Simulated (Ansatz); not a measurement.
The calculation's input:

```
crystal:
  lattice:
    - [3.9044512986, 0.0, 0.0]
    - [-1.9522256493, 3.3813540124, 0.0]
    - [0.0, 0.0, 6.450783]
  atoms:
    - { symbol: Si, position: [0.66666667, 0.33333333, 0.874607] }
    - { symbol: Si, position: [0.33333333, 0.66666667, 0.374607] }
    - { symbol: Ge, position: [0.66666667, 0.33333333, 0.500392] }
    - { symbol: Ge, position: [0.33333333, 0.66666667, 0.000392] }
basis:
  ecutwfc: 500
  fft_grid_basis: typed
kpoints:
  mp_grid: { grid: [12, 12, 6] }
hamiltonian:
  xc: r2scan
scf:
  occupations: { method: gaussian, width: 0.05 }
  n_extra_bands: 6
output:
  forces: true
  stress: false
  eigenvalues: true
  bader: false
  write_density: false
  volumetric_format: npy
  band_densities:
    - { e_range: [-0.93, -0.32] }
    - { e_range: [0.32, 0.93] }
    - { e_range: [-8.79, -5.96] }
    - { e_range: [-5.96, -3.14] }
    - { e_range: [-8.8, -0.3] }
    - { e_range: [-13.54, -9.54] }
    - { e_range: [-25.51, -25.4] }
  dos:
    e_range: [-30, 8]
    de: 0.02
    method: { smearing: { sigma: 0.03, scheme: gaussian } }
    projected: { site_lists: { Ge: [Ge], Si: [Si] } }
checkpoint:
  read: start.run
  write: ck
  compress: false
  write_wavefunctions: false
  write_every: 100000
```

Run with:

```sh
ansatz run input.yaml --threads 2 --pin off --max-ram 4096MiB --backend cpu --events-out ev --progress --plain --runs-dir out
```

The picture shows the conventional cell (a = 3.90 Å, b = 3.90 Å, c = 6.45 Å, α = 90.00°, β = 90.00°, γ = 120.00°).

Space group P6_3mc. The cell comes from a database of computed structures, not from a measurement.

All numbers below come from DFT r2SCAN, scalar-relativistic, plane waves, PAW (Ansatz).

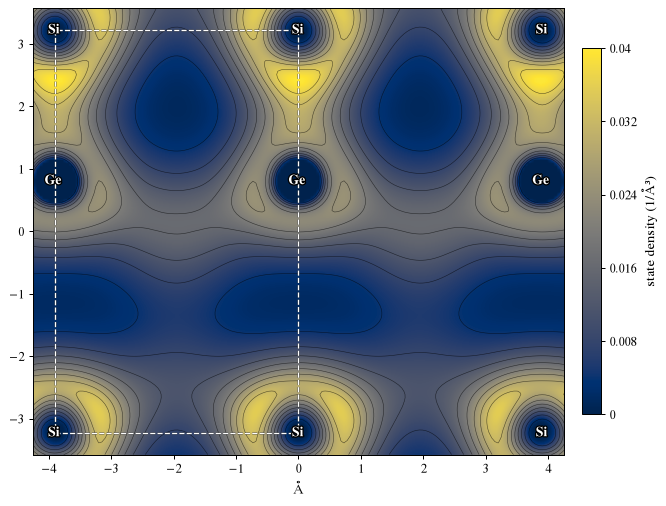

SiGe. Density of the Kohn–Sham states from −8.5 to −5.6 eV about the valence-band maximum (the lower third of the upper valence band), scaled to one electron a cell: a map on the (010) plane of the conventional cell.

In a PAW calculation such maps are meaningful between the atoms, not at the nuclei.

> Describe these states.

Löwdin projections on the PAW files' atomic orbitals give Ge 4p (35 %), Si 3s (30 %) and Si 3p (20 %). In space (atomic cells sized by Bader volumes) the density divides as Si about 50 % and Ge about 50 %.

Cost of the run: 12 s on 2 threads of Intel(R) Xeon(R) Platinum 8259CL CPU @ 2.50GHz (Skylake/Cascade Lake), on a shared host, peak memory 0.62 GiB.
